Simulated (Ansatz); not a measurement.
**What a change does: band-structure calculation on HfS2**

System: HfS2 (3 atoms in the cell).
Method of the first run: DFT HSE06, scalar-relativistic, plane waves, PAW, no spin polarisation (Ansatz 0.2.0).

The structure derives from a Materials Project entry. Text and figures count atoms from 1; the logs count them from 0 in places.

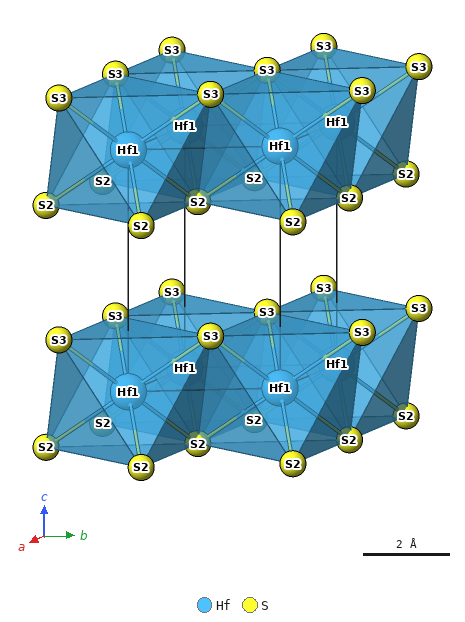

Fig. 1: The structure (polyhedral view of the cell of the calculation, seen slightly off an axis; polyhedra are completed across the faces of the cell; atoms are numbered from 1 in the order of the input).

### The input, the first run
```yaml
crystal:
  lattice:
    - [3.6058628374, 0.0, 0.0]
    - [-1.8029314187, 3.1227688198, 0.0]
    - [0.0, 0.0, 5.7703877713]
  atoms:
    - { symbol: Hf, position: [0.0, 0.0, 0.0] }
    - { symbol: S, position: [0.6666666667, 0.3333333333, 0.7476059872] }
    - { symbol: S, position: [0.3333333333, 0.6666666667, 0.2523940128] }
basis:
  ecutwfc: 420
kpoints:
  mp_grid: { grid: [6, 6, 4] }
  band_path:
    path:
      - [[0.0, 0.0, 0.0], [0.5, 0.0, 0.0], [0.33333333, 0.33333333, 0.0], [0.0, 0.0, 0.0], [0.0, 0.0, 0.5], [0.5, 0.0, 0.5], [0.33333333, 0.33333333, 0.5], [0.0, 0.0, 0.5]]
      - [[0.5, 0.0, 0.5], [0.5, 0.0, 0.0]]
      - [[0.33333333, 0.33333333, 0.5], [0.33333333, 0.33333333, 0.0]]
    npoints: 4
hamiltonian:
  xc: hse06
scf:
  occupations: { method: gaussian, width: 0.02 }
output:
  forces: true
  stress: true
  eigenvalues: true
  populations: true
  dos: { projected: true, de: 0.02 }
  bader: false
  write_density: true
  write_potential: true
  elf: true
  volumetric_format: npy
```

Launched with:
```bash
ansatz run input.yaml --threads 2 --pin off --max-ram 5120MiB --backend cpu --events-out ev --progress --plain --runs-dir out
```

Hardware: 2 threads of Arm Neoverse V1, 24 GiB of memory available, shared host.

### Output, shortened to warnings, some set-up lines, iterations and results (the first run)
```
Warning: output.stress: scf.convergence.dr2_threshold = 1e-7 eV (the SCF's general default) is looser than the 3e-10 eV advised for a printed stress (1e-10 eV for each atom of the cell: 3). What an SCF threshold leaves in a stress goes as its square root, and in the free energy as the threshold itself, and one threshold admits the most on a small cell: of the crystals measured, under no hybrid …
Warning: output.stress: scf.exx.energy_threshold = 1e-6 eV is looser than the 3e-8 eV advised for a stress under a hybrid functional (1e-8 eV for each atom of the cell: 3). Every SCF of the exchange loop can meet its threshold on dr2 while the loop round them stops early: no threshold on dr2 bounds what that leaves in the stress. Set scf.exx.energy_threshold to 3e-8 eV or tighter. The threshold …
Basis set: ecut = 420 eV, 1243 PW (Γ), exchange–correlation on 50×50×80 points (8 copies of the dense FFT grid, shifted against one another)
Symmetry: 12 space group operations
k-points: 24 of 144
Initial density: superposition of atomic densities (neutral atoms: chi_scale 0, normalization atom), corrected by the library's trained network
[...]
SCF iter   1: F=—  HF=-17530.126220 eV  |F-HF|=—  |Δ(HF+E_count)|=         —  Δρ=1.64e-3  dr2=1.05e-3  ethr=1.77e-3  ⟨swp⟩=6.0  Hψ=2238  notcnv=0
SCF iter   2: F=—  HF=-17530.126707 eV  |F-HF|=—  |Δ(HF+E_count)|=   4.87e-4  Δρ=8.69e-4  dr2=8.78e-4  ethr=2.76e-6  ⟨swp⟩=4.9  Hψ=2113  notcnv=0  defer=4
SCF iter   3: F=—  HF=-17530.126611 eV  |F-HF|=—  |Δ(HF+E_count)|=   9.62e-5  Δρ=6.03e-4  dr2=1.86e-4  ethr=2.31e-6  ⟨swp⟩=4.0  Hψ=1283  notcnv=0  defer=1
SCF iter   4: F=-17530.126755 eV  HF=-17530.126742 eV  |F-HF|=1.27e-5  |Δ(HF+E_count)|=   1.31e-4  Δρ=2.48e-4  dr2=2.73e-5  ethr=4.90e-7  ⟨swp⟩=3.4  Hψ=1223  notcnv=0  defer=1
SCF 1 stopped early in 4 iterations: F = -17530.126755 eV  dr2 = 2.73e-5
[... 14 lines ...]
SCF 3 converged in 5 iterations: F = -17531.823407 eV  dr2 = 3.86e-9
SCF iter   1: F=—  HF=-17531.823407 eV  |F-HF|=—  |Δ(HF+E_count)|=         —  Δρ=3.90e-6  dr2=1.75e-8  ethr=1.15e-9  ⟨swp⟩=5.4  Hψ=1329  notcnv=0
SCF iter   2: F=—  HF=-17531.823407 eV  |F-HF|=—  |Δ(HF+E_count)|=   3.51e-9  Δρ=9.70e-7  dr2=1.88e-9  ethr=4.36e-11  ⟨swp⟩=3.0  Hψ=1208  notcnv=0
SCF iter   3: F=-17531.823407 eV  HF=-17531.823407 eV  |F-HF|=2.84e-10  |Δ(HF+E_count)|=  2.76e-10  Δρ=3.86e-7  dr2=5.29e-10  ethr=4.34e-12  ⟨swp⟩=3.9  Hψ=1263  notcnv=0
SCF 4 converged in 3 iterations: F = -17531.823407 eV  dr2 = 5.29e-10
  Residual-converged pass: ⟨swp⟩=3.0  Hψ=1253  notcnv=0  max |occ|·‖R‖ = 8.1e-7 eV (tolerance 8.1e-7 eV)  dr2=5.30e-10  dr2_onsite=3.70e-11  max |Δocc| = 0.0e0
hybrid outer 3: dexx = +1.623e-9 eV, tail = 1.34e-9 eV, Δε = 1.58e-4 eV (about 2.91e-5 eV left of the loop's levels), ΔF = 1.63e-4 eV/Å (tail 3.59e-4)
NSCF: frozen V_eff on 39 k-points
hybrid SCF converged: 3 outer / 16 inner (+4 warm-up), last move |dexx| = 1.62e-9 eV, tail = 1.34e-9 eV
Stability not checked: this state was not tested for a lower state beside it, because the functional holds exact exchange (a hybrid, or Hartree-Fock), whose exchange loop this test does not read (fock_operator; see scf.lower_state_search)
Free energy (F): -17531.823407 eV
Frozen-core exchange: fock
Harris-Foulkes:  -17531.823407 eV  (|F-HF|=2.84e-10)
Internal energy: -17531.823407 eV  (E = F + TS)
E sigma→0 (E₀):  -17531.823407 eV
Fermi energy:    9.971268 eV
--- Per-component energies (eV) ---
  E_band       = -282.160636
  E_kinetic    = 630.449007
  E_local      = -8001.429950  (includes V_loc(G=0)·N_el)
  E_nonlocal   = -1202.016291
  E_hartree    = 3691.316743
  E_xc         = -392.302639
  E_vxc        = -350.009802  (∫ρ·V_xc dr)
  E_exx        = -137.833696  (= α·E_x^exact, valence–valence)
  E_paw        = -8078.782944  (= ΣΔE_a)
  E_vpaw       = 1533.881040  (= ΣTr[D̂ρ^β])
  E_aug_tail   = 0.000002  (compensation charges beyond the density's cutoff)
  E_ewald      = -4042.188962
  E_core_change = 0.965325  (= ΣΔE_core)
  E_smearing   = -0.000000  (= −TS)
  E_closure    = -0.000001  (closes the sum)
  Σ components = -17531.823407   (vs F -17531.823407, Δ=0.00e0)
--- Forces (eV/Å), atoms counted from 1 ---
  atom   1  Hf    -0.00000000    -0.00000000     0.00000000
  atom   2  S      0.00000000    -0.00000000     0.21422862
  atom   3  S      0.00000000     0.00000000    -0.21422862
  max |Σ_I F_I| component: 2.78e-17 eV/Å
--- Stress (GPa, compression-positive) ---
        2.117810      -0.000000       0.000000
        0.000000       2.117810      -0.000000
        0.000000      -0.000000       1.427719
  P = ⅓ Tr σ = 1.8878 GPa (18.878 kbar)
--- Löwdin populations: 3 sites ---
  site symbol       q [e]
     0     Hf     25.1176
     1      S      6.3630
     2      S      6.3630
  spilling = 0.004115 (of n_electrons = 38.000000)
```

For the second run the input was changed thus:
```diff
-  xc: hse06
+  xc: pbe0
```

What does this change do to the results?

The total energies belong to different methods, so their difference says nothing on which is more stable or more accurate. The gap on the mesh goes from 1.65 to 2.33 eV. The functional changes from HSE06 to PBE0. The SCF takes 24 iterations against 20.

### Output, shortened to warnings, some set-up lines, iterations and results (the second run)
```
Warning: output.stress: scf.convergence.dr2_threshold = 1e-7 eV (the SCF's general default) is looser than the 3e-10 eV advised for a printed stress (1e-10 eV for each atom of the cell: 3). What an SCF threshold leaves in a stress goes as its square root, and in the free energy as the threshold itself, and one threshold admits the most on a small cell: of the crystals measured, under no hybrid …
Warning: output.stress: scf.exx.energy_threshold = 1e-6 eV is looser than the 3e-8 eV advised for a stress under a hybrid functional (1e-8 eV for each atom of the cell: 3). Every SCF of the exchange loop can meet its threshold on dr2 while the loop round them stops early: no threshold on dr2 bounds what that leaves in the stress. Set scf.exx.energy_threshold to 3e-8 eV or tighter. The threshold …
Basis set: ecut = 420 eV, 1243 PW (Γ), exchange–correlation on 50×50×80 points (8 copies of the dense FFT grid, shifted against one another)
Symmetry: 12 space group operations
k-points: 24 of 144
Initial density: superposition of atomic densities (neutral atoms: chi_scale 0, normalization atom), corrected by the library's trained network
[...]
SCF iter   1: F=—  HF=-17530.126224 eV  |F-HF|=—  |Δ(HF+E_count)|=         —  Δρ=1.62e-3  dr2=9.95e-4  ethr=1.77e-3  ⟨swp⟩=6.0  Hψ=2238  notcnv=0
SCF iter   2: F=—  HF=-17530.126714 eV  |F-HF|=—  |Δ(HF+E_count)|=   4.91e-4  Δρ=8.52e-4  dr2=8.07e-4  ethr=2.62e-6  ⟨swp⟩=5.0  Hψ=2120  notcnv=0  defer=3
SCF iter   3: F=—  HF=-17530.126643 eV  |F-HF|=—  |Δ(HF+E_count)|=   7.16e-5  Δρ=5.95e-4  dr2=1.87e-4  ethr=2.12e-6  ⟨swp⟩=4.0  Hψ=1320  notcnv=0  defer=1
SCF iter   4: F=-17530.126781 eV  HF=-17530.126767 eV  |F-HF|=1.49e-5  |Δ(HF+E_count)|=   1.24e-4  Δρ=2.45e-4  dr2=2.53e-5  ethr=4.91e-7  ⟨swp⟩=3.2  Hψ=1175  notcnv=0  defer=1
SCF 1 stopped early in 4 iterations: F = -17530.126781 eV  dr2 = 2.53e-5
[... 18 lines ...]
SCF iter   1: F=—  HF=-17529.901597 eV  |F-HF|=—  |Δ(HF+E_count)|=         —  Δρ=4.02e-6  dr2=7.39e-9  ethr=2.03e-9  ⟨swp⟩=5.5  Hψ=1287  notcnv=0
SCF iter   2: F=—  HF=-17529.901597 eV  |F-HF|=—  |Δ(HF+E_count)|=  3.13e-10  Δρ=1.25e-6  dr2=2.37e-9  ethr=1.72e-11  ⟨swp⟩=3.6  Hψ=1375  notcnv=0
SCF iter   3: F=—  HF=-17529.901597 eV  |F-HF|=—  |Δ(HF+E_count)|=  9.75e-10  Δρ=5.62e-7  dr2=8.97e-10  ethr=3.95e-12  ⟨swp⟩=3.0  Hψ=1304  notcnv=0
SCF iter   4: F=-17529.901597 eV  HF=-17529.901597 eV  |F-HF|=2.33e-10  |Δ(HF+E_count)|=   2.80e-9  Δρ=4.79e-7  dr2=2.74e-10  ethr=1.00e-12  ⟨swp⟩=4.1  Hψ=1641  notcnv=0
SCF 4 converged in 4 iterations: F = -17529.901597 eV  dr2 = 2.74e-10
  Residual-converged pass: ⟨swp⟩=2.2  Hψ=996  notcnv=0  max |occ|·‖R‖ = 6.5e-7 eV (tolerance 6.5e-7 eV)  dr2=2.74e-10  dr2_onsite=9.53e-11  max |Δocc| = 0.0e0
hybrid outer 3: dexx = +3.582e-9 eV, tail = 1.10e-9 eV, Δε = 1.30e-4 eV (about 1.83e-5 eV left of the loop's levels), ΔF = 3.51e-5 eV/Å (tail 2.77e-4)
NSCF: frozen V_eff on 39 k-points
hybrid SCF converged: 3 outer / 20 inner (+4 warm-up), last move |dexx| = 3.58e-9 eV, tail = 1.10e-9 eV
Stability not checked: this state was not tested for a lower state beside it, because the functional holds exact exchange (a hybrid, or Hartree-Fock), whose exchange loop this test does not read (fock_operator; see scf.lower_state_search)
Free energy (F): -17529.901597 eV
Frozen-core exchange: fock
Harris-Foulkes:  -17529.901597 eV  (|F-HF|=2.33e-10)
Internal energy: -17529.901597 eV  (E = F + TS)
E sigma→0 (E₀):  -17529.901597 eV
Fermi energy:    9.965696 eV
--- Per-component energies (eV) ---
  E_band       = -297.993982
  E_kinetic    = 630.272456
  E_local      = -8000.592873  (includes V_loc(G=0)·N_el)
  E_nonlocal   = -1201.466535
  E_hartree    = 3690.003731
  E_xc         = -379.025626
  E_vxc        = -339.331768  (∫ρ·V_xc dr)
  E_exx        = -153.590944  (= α·E_x^exact, valence–valence)
  E_paw        = -8074.250042  (= ΣΔE_a)
  E_vpaw       = 1540.297977  (= ΣTr[D̂ρ^β])
  E_aug_tail   = 0.000002  (compensation charges beyond the density's cutoff)
  E_ewald      = -4042.188962
  E_core_change = 0.937197  (= ΣΔE_core)
  E_smearing   = -0.000000  (= −TS)
  E_closure    = -0.000000  (closes the sum)
  Σ components = -17529.901597   (vs F -17529.901597, Δ=3.64e-12)
--- Forces (eV/Å), atoms counted from 1 ---
  atom   1  Hf    -0.00000000    -0.00000000     0.00000000
  atom   2  S      0.00000000    -0.00000000     0.21138693
  atom   3  S     -0.00000000     0.00000000    -0.21138693
  max |Σ_I F_I| component: 1.85e-17 eV/Å
--- Stress (GPa, compression-positive) ---
        2.098352       0.000000       0.000000
        0.000000       2.098352      -0.000000
        0.000000      -0.000000       1.360401
  P = ⅓ Tr σ = 1.8524 GPa (18.524 kbar)
--- Löwdin populations: 3 sites ---
  site symbol       q [e]
     0     Hf     25.1081
     1      S      6.3673
     2      S      6.3673
  spilling = 0.004139 (of n_electrons = 38.000000)
```

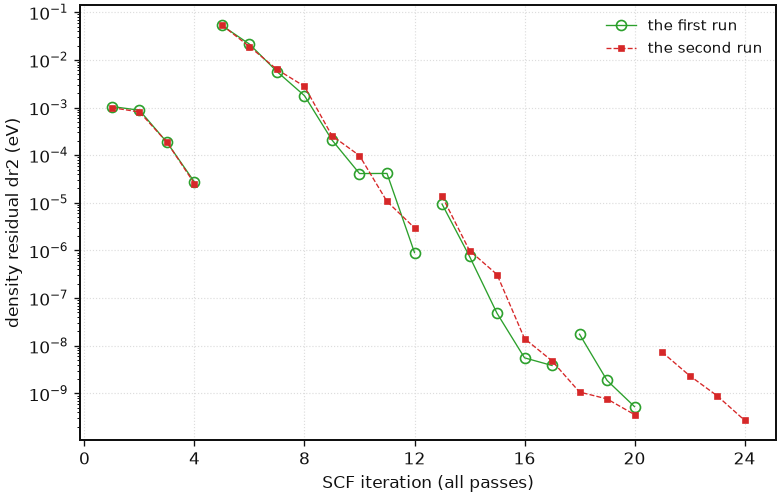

Fig. 2: Convergence of the two runs: density residual dr2 against the SCF iteration. A break in a curve parts two SCF passes. The first run takes 20 iterations in all, and the second run takes 24.

### The two runs side by side

| quantity | the first run | the second run |
| --- | --- | --- |
| outcome | converged | converged |
| free energy per atom (eV) | −5843.9411 | −5843.3005 |
| gap on the mesh (eV) | 1.65 | 2.33 |
| pressure (GPa) | 1.89 | 1.85 |
| largest force (eV/Å) | 0.214 | 0.211 |
| SCF iterations | 20 | 24 |
| irreducible k-points | 24 | 24 |
| plane waves at Γ | 1243 | 1243 |
| wall time (shared host) | 5.2 min | 5.3 min |

For both runs: Warnings: the exchange loop's threshold is looser than advised for the stress; the SCF threshold is looser than advised for the printed stress. Spin–orbit coupling is left out, which matters for Hf.
